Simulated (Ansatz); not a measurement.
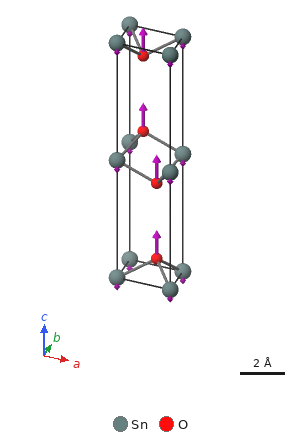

One vibrational mode of crystalline SnO2 at the zone centre. Displacements are drawn as purple arrows; their common scale and sign are arbitrary. A ball-and-stick model of the cell of the calculation, seen slightly off an axis.

Theory: Ansatz, DFT r2SCAN, scalar-relativistic, plane waves, PAW. Set-up: plane-wave cutoff 500 eV; k-point mesh 12 × 12 × 2; occupations gaussian; smearing width 0.05 eV; no spin polarisation.

Frequencies are those without the non-analytic (LO–TO) term.

Question: What mode is this, and where does it lie in the spectrum?

Answer: This is the A₂u mode at 15.3 THz, optical level 5 of 7, counted from below, infrared-active by symmetry. The O sublattice moves against the Sn sublattice, along c; the kinetic energy is shared as O 79 %, Sn 21 %.

Limits of the set-up: layers or molecules are held without a dispersion correction, so their spacing is unreliable.
